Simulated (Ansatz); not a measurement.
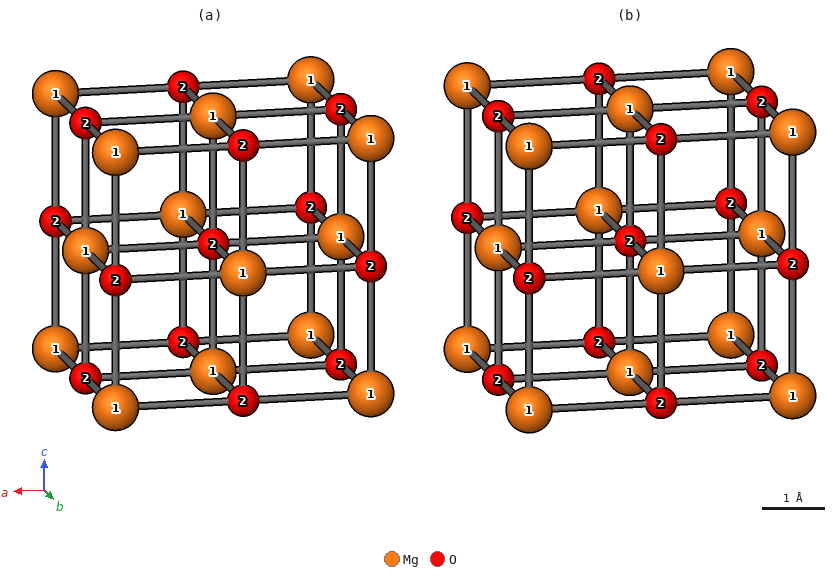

Left: crystalline MgO (set up in Fm-3m). Right: the same structure after one change, at the same scale. The picture is a ball-and-stick view of the conventional cell (4 times the calculation's cell), seen from a free direction. Lengths and directions refer to the drawn axes.

These are results of Ansatz, DFT PBE, scalar-relativistic, plane waves, PAW, not measurements. Set-up: plane-wave cutoff 420 eV; k-point mesh 10 × 10 × 10; occupations gaussian; smearing width 0.02 eV; no spin polarisation.

Question: Which change leads from the left to the right?

Answer: All lengths are scaled by +3.2 % (volume +10.0 %), the atoms keeping their fractional coordinates. No relaxation follows.

Question: How do the computed properties respond?

Answer: Some distances before and after: Mg–O 2.127 → 2.196 Å. The space group stays Fm-3m (No. 225). The energy rises by 38.0 meV per atom. The pressure goes from 0.0 to −11.7 GPa. All forces vanish by symmetry.
